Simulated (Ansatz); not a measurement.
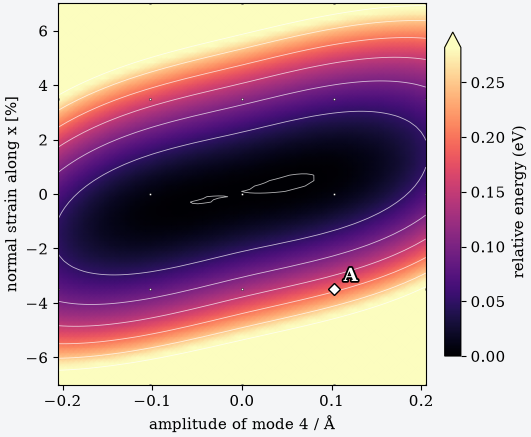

Hf₂N (P4_2/mnm, No. 136; 6 atoms in the cell). The energy is mapped over a normal mode and a strain (zone-centre modes of the 6-atom cell of this scan) (x along [1 0 0], y along [0 1 0], z along [0 0 1] of the conventional cell). First axis: amplitude of mode 4 (18 cm⁻¹), largest displacement in the unstrained cell. Second axis: normal strain along x. Nothing is relaxed (the pattern is fixed in fractional coordinates). The scan uses a 5 × 5 grid; 23 points were computed and 2 follow by symmetry. Points are written as (first, second). Energies are in eV per cell, from the lowest grid point. Level of theory: Ansatz, DFT LDA, scalar-relativistic, plane waves, PAW. Settings: cutoff 520 eV, k-mesh 8×8×12 in the order of the run's cell vectors, gaussian smearing 0.15 eV, no spin polarisation.

In the figure: a smooth colour map with a few white contour lines, dots at the grid points, one colour for all values above the top of the scale, the point A. Between grid points the surface is interpolated.

**Is A at rest? If not, where is it pushed?**

A, at (0.102 Å, −3.5 %), is not a stationary point. The computed force is 0.76 eV for each Å towards smaller values of the first coordinate and 0.092 eV for each 1 % towards larger values of normal strain along x.

PAW datasets: the set soft_1.
